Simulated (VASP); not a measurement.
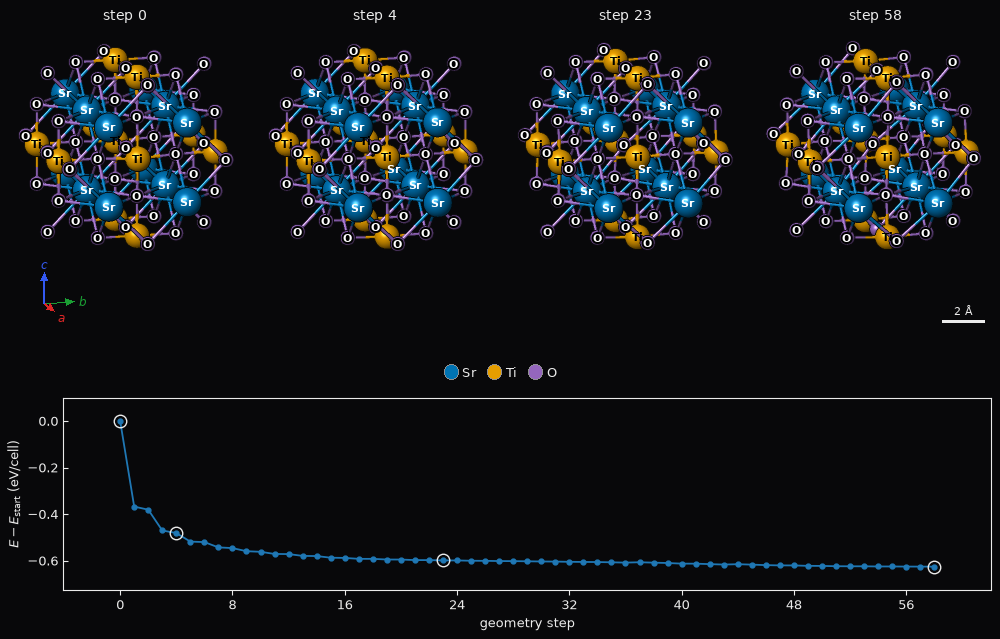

Frames of a relaxation of a defect cell of composition Sr₈Ti₈O₂₃, marked on the history of the run. Style: ball-and-stick. Shown: the atoms within 5.8 Å of the atom that moves most (axes of the cell of the calculation, reduced to other axes (origin shifted)), slightly off an axis. Lengths and directions refer to the drawn axes.

The run lets the atoms move in a fixed cell. The atoms of the start lie slightly off their symmetric places, so part of the fall in energy undoes that.

Computed with Kohn-Sham DFT of a periodic cell, PBE, VASP PAW PBE potentials, recommended (VASP 6.6.1).

Input
```
ALGO = Normal
EDIFF = 1E-6
EDIFFG = -0.025
ENCUT = 450
GGA = PE
IBRION = 2
ICORELEVEL = 1
ISIF = 2
ISMEAR = 0
ISYM = 0
KPAR = 4
LASPH = T
LCHARG = F
LREAL = Auto
LWAVE = F
NCORE = 2
NELM = 80
NSW = 70
PREC = Normal
SIGMA = 0.01
```

Launched with:
```bash
cat potpaw_PBE.64/Sr_sv/POTCAR potpaw_PBE.64/Ti_sv/POTCAR potpaw_PBE.64/O/POTCAR > POTCAR
mpirun -np 8 vasp_std > vasp.out
```

Q: What happens along the run?

A: The energy falls by 0.625 eV per cell of the calculation in 58 geometry steps. The largest force component goes from 2.1 to 0.015 eV/Å. The atom that moves furthest is an O atom (0.28 Å roughly along [0 −1 1]). Largest moves by element: O 0.28 Å, Ti 0.22 Å, Sr 0.10 Å. The cell stays as it was. Near-neighbour distances that change, for instance: O–Sr 2.786 → 3.164 Å, O–Sr 2.786 → 2.529 Å, Sr–Ti 3.283 → 3.497 Å, Sr–Ti 3.273 → 3.483 Å. Among the angles between lasting bonds that change: Ti–O–Ti 174.7° → 159.1°, Ti–O–Ti 180.0° → 166.1°, Sr–O–Sr 180.0° → 166.9°. From step 0 to 4: a Ti atom moves most (0.17 Å), energy −0.481 eV per cell of the calculation. From step 4 to 23: an O atom moves most (0.15 Å), energy −0.118 eV per cell of the calculation. From step 23 to 58: an O atom moves most (0.13 Å), energy −26.8 meV per cell of the calculation.

| step | E − E(0), meV/atom | largest force component, eV/Å |
| --- | --- | --- |
| 0 | 0.00 | 2.1402 |
| 1 | -9.42 | 0.8284 |
| 2 | -9.76 | 0.7771 |
| 3 | -12.05 | 0.3065 |
| 4 | -12.34 | 0.3532 |
| 5 | -13.28 | 0.3127 |
| 6 | -13.33 | 0.4391 |
| 7 | -13.91 | 0.1859 |
| 8 | -13.99 | 0.2751 |
| 9 | -14.34 | 0.1638 |
| 10 | -14.40 | 0.1370 |
| 13 | -14.85 | 0.1041 |
| 15 | -15.05 | 0.1083 |
| 18 | -15.18 | 0.0695 |
| 20 | -15.25 | 0.1181 |
| 23 | -15.35 | 0.0537 |
| 25 | -15.39 | 0.0278 |
| 28 | -15.43 | 0.0443 |
| 30 | -15.47 | 0.0851 |
| 33 | -15.52 | 0.1063 |
| 35 | -15.56 | 0.1029 |
| 38 | -15.59 | 0.1067 |
| 40 | -15.70 | 0.0561 |
| 43 | -15.81 | 0.0885 |
| 45 | -15.81 | 0.0956 |
| 48 | -15.90 | 0.1042 |
| 50 | -15.95 | 0.0438 |
| 53 | -16.00 | 0.0451 |
| 55 | -16.02 | 0.0400 |
| 58 | -16.04 | 0.0151 |

Limits of the set-up: the periodic images lie only 7.9 Å apart, so the values are limited by the cell's size.
